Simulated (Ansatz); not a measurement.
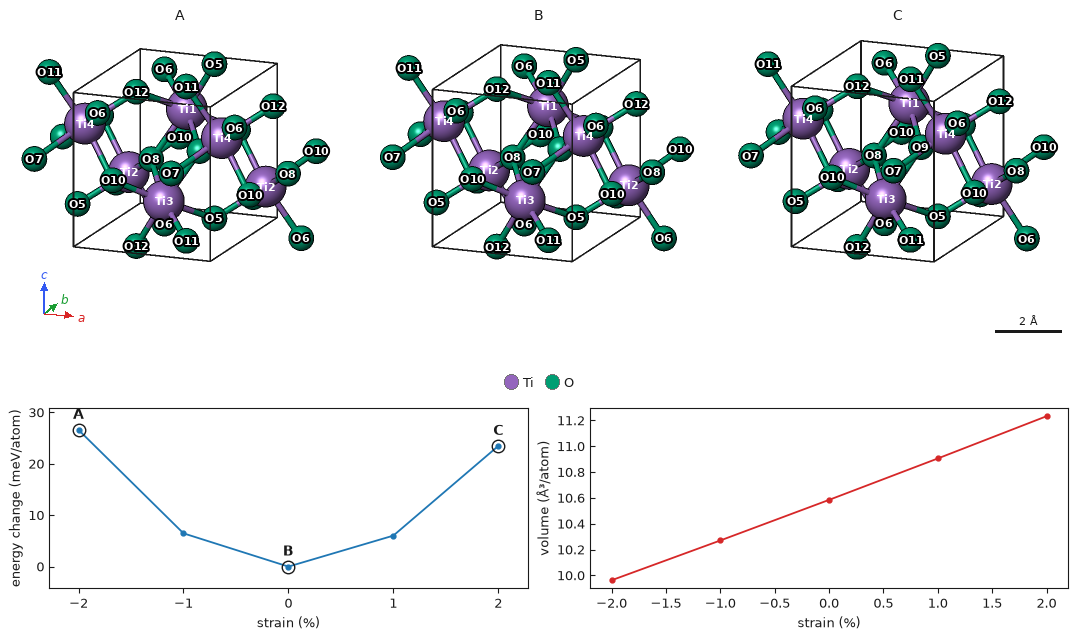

Members of a series of calculations on a crystal of TiO₂ (set up in Pbcn), marked on the first curve. Style: ball-and-stick. Shown: the cell of the calculation, slightly off an axis.

The calculation used Ansatz, DFT PBE+U, scalar-relativistic, plane waves, PAW. (plane-wave cutoff 420 eV; k-point mesh 6 × 4 × 6; occupations gaussian; smearing width 0.02 eV; U Ti 4.0 eV; no spin polarisation)

**Which kind of strain is it, and how does the structure respond?**

Equal strain along all axes, cell held, atoms relaxed. A (strain −2.0 %): energy change 26.6 meV/atom, volume 9.96 Å³ per atom. B (strain 0.0 %): energy change 0.0 meV/atom, volume 10.58 Å³ per atom. C (strain 2.0 %): energy change 23.5 meV/atom, volume 11.23 Å³ per atom. The rest compares A with C. Cell: a 4.499 → 4.683 Å (+4.1 %), b 5.448 → 5.670 Å (+4.1 %), c 4.877 → 5.076 Å (+4.1 %). Volume +12.8 %. Some distances before and after: O–Ti 2.040 → 2.139 Å, O–Ti 1.883 → 1.947 Å, O–Ti 1.941 → 2.002 Å.
